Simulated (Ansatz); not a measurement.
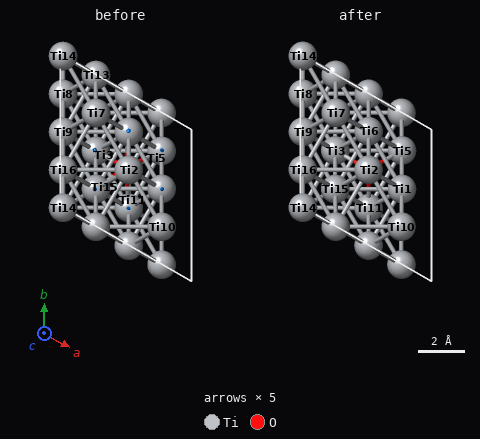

The structure of a defect cell of composition Ti$_{16}$O before (left) and after (right) a relaxation, at one scale. The blue arrows give the displacements, 5 times their true length.

The picture is a ball-and-stick view of the cell of the calculation (origin shifted), seen along the c axis.

Case: O interstitial, charge +0, atoms relaxed.

These are results of Ansatz 0.2.0, DFT PBE, scalar-relativistic, plane waves, PAW, not measurements. (plane-wave cutoff 420 eV; k-point mesh 4 × 4 × 4; occupations gaussian; smearing width 0.1 eV; mesh shifted by (0.5, 0.5, 0.5); no spin polarisation; atoms relaxed in a fixed cell; force threshold 0.02 eV/Å; at most 60 steps)

Q: What changed between the two?

A: The O atom moves most: 0.16 Å roughly along [3 0 1]. Largest moves by element: O 0.16 Å, Ti 0.04 Å. The lattice vectors keep their values. Near-neighbour distances that change, for instance: O–Ti 1.927 → 2.087 Å, O–Ti 1.970 → 2.087 Å, O–Ti 2.190 → 2.087 Å, O–Ti 2.006 → 2.087 Å. Bond angles that change, for instance: Ti–O–Ti 171.1° → 179.9°, Ti–O–Ti 172.0° → 179.9°, Ti–O–Ti 96.5° → 90.1°. After 3 accepted moves (4 points after the start) the energy has fallen by 0.250 eV per cell of the calculation. Largest force component: 1.9 eV/Å at the start, 0.013 eV/Å at the end. 1 step only repeated the SCF at the same geometry.

Limits of the set-up: the periodic images lie only 7.1 Å apart, so the values are limited by the cell's size.
